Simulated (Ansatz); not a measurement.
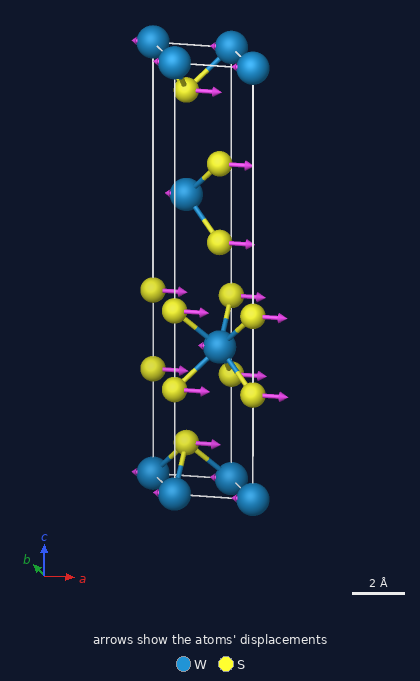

Normal modes of solid WS2 relaxed at 5 GPa, space group R3m (No. 160), at the zone centre. The optical levels lie at 307 (×2), 358 (×2), 435, 442 cm⁻¹. One mode is drawn. The pink arrows give the relative displacements of the atoms. A ball-and-stick model of the conventional cell (3 times the calculation's cell), seen slightly off an axis. Lengths and directions refer to the drawn axes.

The calculation used DFT PBE+D3(BJ), scalar-relativistic, plane waves, PAW in Ansatz 0.2.0. Set-up: plane-wave cutoff 420 eV; k-point mesh 12 × 12 × 12; occupations fixed; target pressure 5 GPa; no spin polarisation.

Frequencies are those without the non-analytic (LO–TO) term.

Q: To which level does it belong?

A: The level at 358 cm⁻¹. This is the E mode (doubly degenerate; one member of the set is drawn), optical level 2 of 4, counted from below, infrared- and Raman-active by symmetry. The S sublattice moves against the W sublattice, along a; the kinetic energy is shared as S 74 %, W 26 %. Its infrared intensity is 0.32 (D/Å)²/amu for the set.
